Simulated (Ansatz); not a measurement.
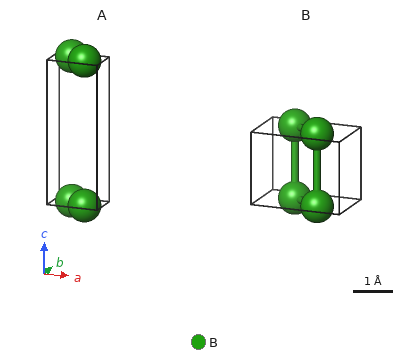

Two geometries of a crystal of B (a generated structure, set up in P6/mmm) (coarse preliminary run), drawn at one scale. One is the start of a relaxation, the other its converged end. A ball-and-stick model of the cell of the calculation, seen slightly off an axis.

All numbers below come from Ansatz, DFT PBE, scalar-relativistic, plane waves, PAW. Settings: plane-wave cutoff 420 eV; k-point mesh 12 × 12 × 4; occupations gaussian; smearing width 0.1 eV; no spin polarisation; cell and atoms relaxed; force threshold 0.04 eV/Å; at most 70 steps.

### Which of the two is the end point?

Structure B is the relaxed one. No atom moves by more than 0.005 Å relative to the cell. The drawn cell changes as follows: a = b 1.714 → 3.025 Å (+76.4 %), c 3.789 → 1.897 Å (−49.9 %); the volume changes by +55.9 %. Some distances before and after: B–B 3.789 → 1.897 Å, B–B 1.980 → 3.493 Å, B–B 1.714 → 3.025 Å, B–B 0.990 → 1.746 Å. The space group stays P6/mmm (No. 191). After 29 accepted moves (32 points after the start) the energy has fallen by 41.643 eV per cell of the calculation. All forces vanish by symmetry, so only the cell relaxes. The pressure goes from 1081.57 to 0.01 GPa. At 3 points the geometry stayed and the basis and grid were re-selected for the new cell (energy shift of 1.594 eV per cell of the calculation at most each time). Cost: 20 s on 1 thread of Arm Neoverse V1, on a shared host, peak memory 0.25 GiB.

Limits of the set-up: the k-point mesh is coarse for a cell with partly filled bands.
